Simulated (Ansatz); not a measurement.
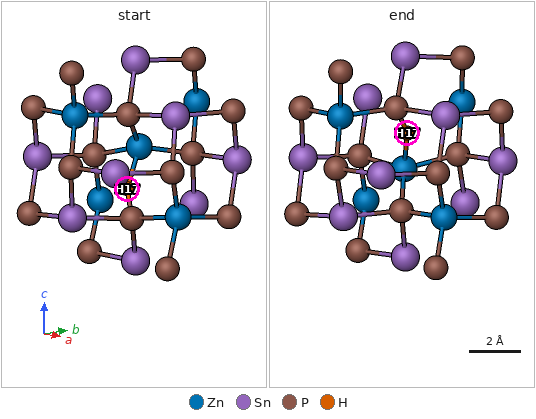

The two relaxed end points of a path for a defect cell of composition Zn4Sn4P8H (cell charge +1) (17 atoms in the cell). Style: ball-and-stick. Shown: the atoms within 5.3 Å of the middle of the path, from a free direction. The moving atom is ringed, with any periodic copies. Bonds to atoms that aren't drawn are left out.

Level of theory: DFT PBE, scalar-relativistic, plane waves, PAW (Ansatz 0.2.0).

Input
```yaml
crystal:
  lattice:
    - [2.8511725737, -2.8511725737, 5.716994044]
    - [2.8511725737, -2.8511725737, -5.716994044]
    - [5.7023451474, 5.7023451474, 0.0]
  atoms:
    - { symbol: Zn, position: [0.0202377494, 0.5097423102, 0.2535535214] }
    - { symbol: Zn, position: [0.4965064742, -0.0023858829, 0.7492348206] }
    - { symbol: Zn, position: [0.4806739661, 0.5357449899, 0.5552558653] }
    - { symbol: Zn, position: [0.000702053, -0.0003633805, -0.0003885027] }
    - { symbol: Sn, position: [0.4961139405, -0.0231863697, 0.240442334] }
    - { symbol: Sn, position: [-0.0007930755, 0.5026382437, 0.7547615793] }
    - { symbol: Sn, position: [0.0106018544, 0.0009171115, 0.5032092968] }
    - { symbol: Sn, position: [0.4940387184, 0.4971717373, -0.0099726112] }
    - { symbol: P, position: [0.113190938, 0.8670704423, 0.2378792202] }
    - { symbol: P, position: [0.615366134, 0.3585306989, 0.7392814936] }
    - { symbol: P, position: [0.1119819109, 0.3623348533, 0.0133070689] }
    - { symbol: P, position: [0.6244623626, 0.8806862753, 0.5102024824] }
    - { symbol: P, position: [0.133985611, 0.3878045996, 0.4943412738] }
    - { symbol: P, position: [0.6386244546, 0.8796644952, 0.9804162482] }
    - { symbol: P, position: [0.656341023, 0.3626870619, 0.2248569063] }
    - { symbol: P, position: [0.137216709, 0.8864703896, 0.7650447049] }
    - { symbol: H, position: [0.5410848644, 0.3984099378, 0.361249556] }
total_charge: 1
basis:
  ecutwfc: 420
  xc_grid: 2
kpoints:
  mp_grid: { grid: [2, 2, 2], shift: [0.5, 0.5, 0.5] }
hamiltonian:
  xc: pbe
scf:
  occupations: { method: gaussian, width: 0.02 }
output:
  forces: true
neb:
  images: 3
  f_tol: 0.05
  max_iterations: 70
  order_check: false
  final_atoms:
    - { symbol: Zn, position: [0.0023858829, 0.5034935258, 0.2507651794] }
    - { symbol: Zn, position: [0.4902576898, -0.0202377494, 0.7464464786] }
    - { symbol: Zn, position: [0.4642550101, 0.5193260339, 0.4447441347] }
    - { symbol: Zn, position: [0.0003633805, -0.000702053, 0.0003885027] }
    - { symbol: Sn, position: [0.4973617563, 0.0007930755, 0.2452384207] }
    - { symbol: Sn, position: [0.0231863697, 0.5038860595, 0.759557666] }
    - { symbol: Sn, position: [-0.0009171115, -0.0106018544, 0.4967907032] }
    - { symbol: Sn, position: [0.5028282627, 0.5059612816, 0.0099726112] }
    - { symbol: P, position: [0.1135296104, 0.862783291, 0.2349552951] }
    - { symbol: P, position: [0.6373129381, 0.343658977, 0.7751430937] }
    - { symbol: P, position: [0.1203355048, 0.3613755454, 0.0195837518] }
    - { symbol: P, position: [0.6121954004, 0.866014389, 0.5056587262] }
    - { symbol: P, position: [0.1193137247, 0.3755376374, 0.4897975176] }
    - { symbol: P, position: [0.6376651467, 0.8880180891, 0.9866929311] }
    - { symbol: P, position: [0.6414693011, 0.384633866, 0.2607185064] }
    - { symbol: P, position: [0.1329295577, 0.886809062, 0.7621207798] }
    - { symbol: H, position: [0.6015900622, 0.4589151356, 0.638750444] }
```

Run as
```bash
ansatz run input.yaml --threads 4 --pin off --max-ram 8192MiB --backend cpu --events-out ev --progress --plain --runs-dir out
```

**What barrier does the band find between them, and by what path?**

The barrier is about 0.79 eV in both directions, with image 2 at the top; the ends have the same energy. The H atom travels furthest, 2.29 Å from end to end, roughly along [1 1 3], on a path that bends up to 0.60 Å away from the straight line. At the highest image its nearest neighbour (Zn) is 1.77 Å away, against 1.43 Å at the start, and the surrounding atoms stand up to 0.23 Å off the mean of their end positions. Breaking: H–P (1.43 → 3.12 Å). Forming: H–P (3.12 → 1.43 Å). The band is converged.

Energies of the converged images:

| image | path (Å) | E (eV) |
| --- | --- | --- |
| 0 | 0.00 | 0.000 |
| 1 | 0.77 | 0.177 |
| 2 | 1.54 | 0.790 |
| 3 | 2.30 | 0.177 |
| 4 | 3.07 | 0.000 |

The geometry at the top of the path:

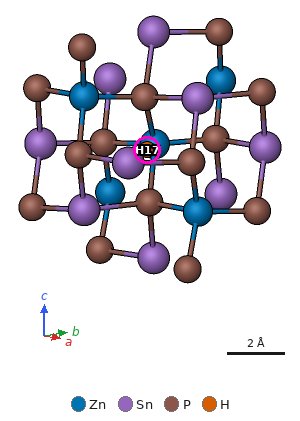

Limits of the set-up: the periodic images lie only 7.0 Å apart, so the values are limited by the cell's size; the cell is charged, on a uniform background, and energies carry no finite-size correction.

The run took 68 s on 4 threads of INTEL(R) XEON(R) PLATINUM 8581C CPU @ 2.30GHz (Emerald Rapids), on a shared host, peak memory 1.5 GiB.
